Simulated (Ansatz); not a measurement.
Given this structure:

```xyz
4
Lattice="3.1034 0.0000 0.0000 0.0000 5.6741 0.0000 0.0000 0.0000 4.2220" Properties=species:S:1:pos:R:3 pbc="T T T"
Sn    0.0000    1.3159    2.1665
Sn    1.5517    4.3582    0.0555
O     0.0000    5.0570    3.1110
O     1.5517    0.6171    1.0000
```

> What does this file describe?

Formula: SnO. It takes space group Pmn2_1 (No. 31) on a primitive orthorhombic lattice. The cell comprises 2 formula units: 2 Sn, 2 O. Each Sn atom is coordinated by three O in a trigonal pyramidal arrangement at 2.06 to 2.15 Å. O bonds to three Sn at 2.06 to 2.15 Å. The bonds build SnO layers parallel to (010).

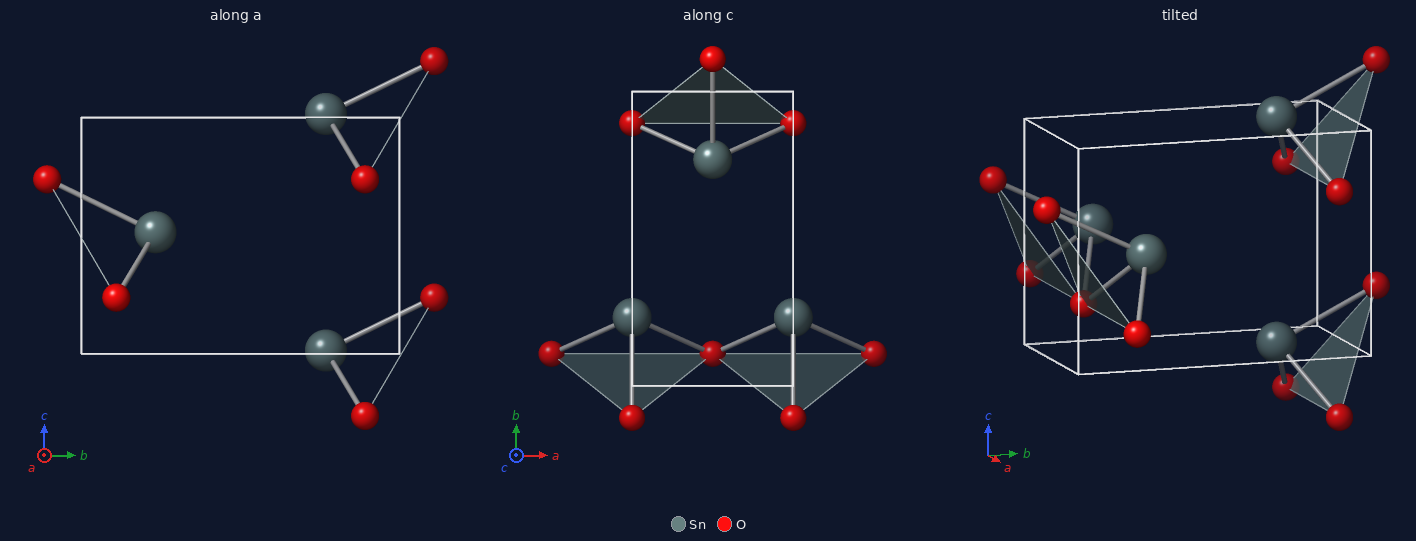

We look at a polyhedral model of the crystal along the a axis, along the c axis and slightly off an axis. The edges of the conventional unit cell are marked. Some neighbours outside the box are added. Colours: tin teal, oxygen red.

The structure was taken from a structure listed in the Materials Project. The cell was then strained or its atoms displaced on purpose. Ansatz was used for an electronic-structure calculation on it.

At this level of theory the run's own cell isn't at rest (compressed, at 5 GPa), so its distances can differ from those at equilibrium, the more so the softer the solid.
